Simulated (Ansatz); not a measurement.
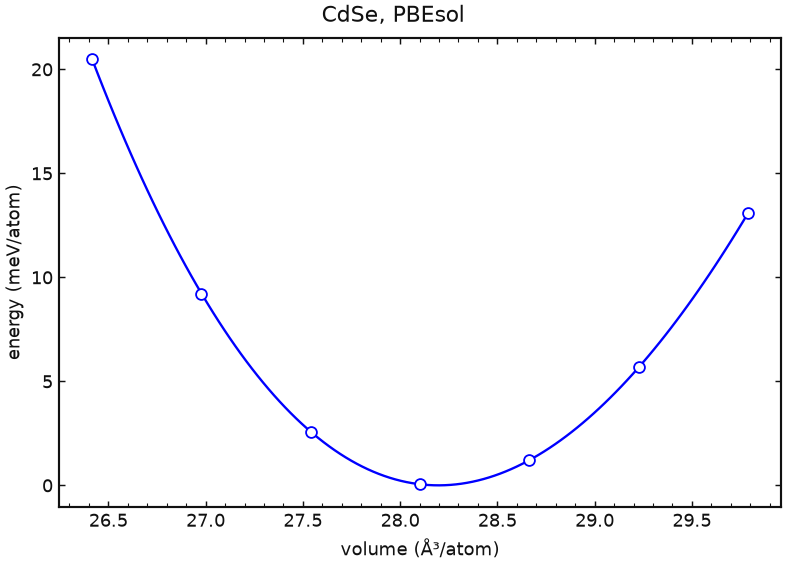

The picture above shows the energy against volume for CdSe, space group P6_3mc (No. 186).

Structure:
```
Cd Se
1.0
     4.30000    0.00000    0.00000
    -2.15000    3.72391    0.00000
     0.00000    0.00000    7.02000
Cd Se
2 2
Direct
  0.66667 0.33333 0.50000
  0.33333 0.66667 0.00000
  0.66667 0.33333 0.88500
  0.33333 0.66667 0.38500
```

How it was computed, with Ansatz 0.2.0: all-electron LAPW DFT, no spin polarisation; energies at scaled volumes of the given cell, shape and fractions fixed, counted from the fit's minimum, third-order Birch-Murnaghan fit. Level: PBEsol.

- k mesh: 7×7×4
- occupations: Fermi–Dirac
- smearing width: 0.05 eV
- potentials: all electron LAPW, scalar relativistic
- program settings: basis error eV/atom 0.002

This calculation gives: equilibrium volume 28.20 Å³/atom and bulk modulus 51.7 GPa.

Now the level changes from PBEsol to LDA. What happens?

The equilibrium volume falls from 28.20 to 27.17 Å³/atom (−3.7 %) and the bulk modulus rises from 51.7 to 57.4 GPa (+11 %).

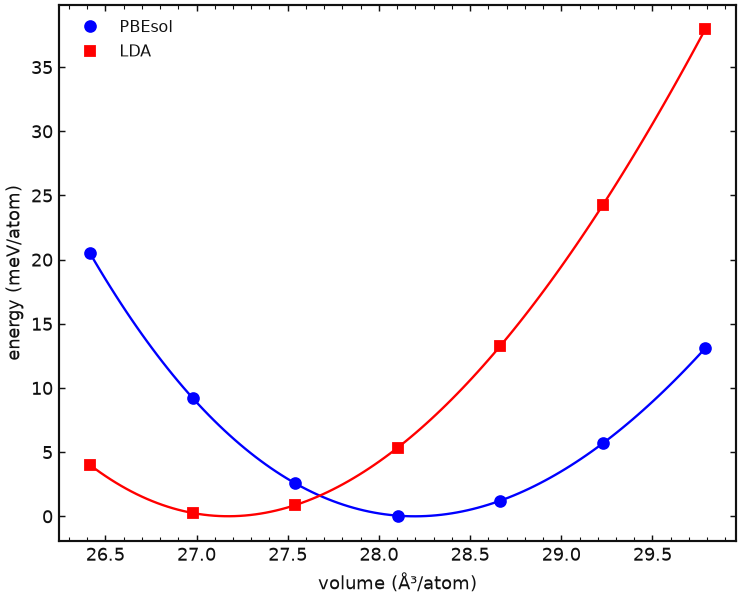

The two results together.

For both, limits of the calculation: shape and atomic fractions are frozen while scaling, which makes layered, chain and framework solids too stiff.

V0 and the bulk modulus come from third-order Birch–Murnaghan fits.
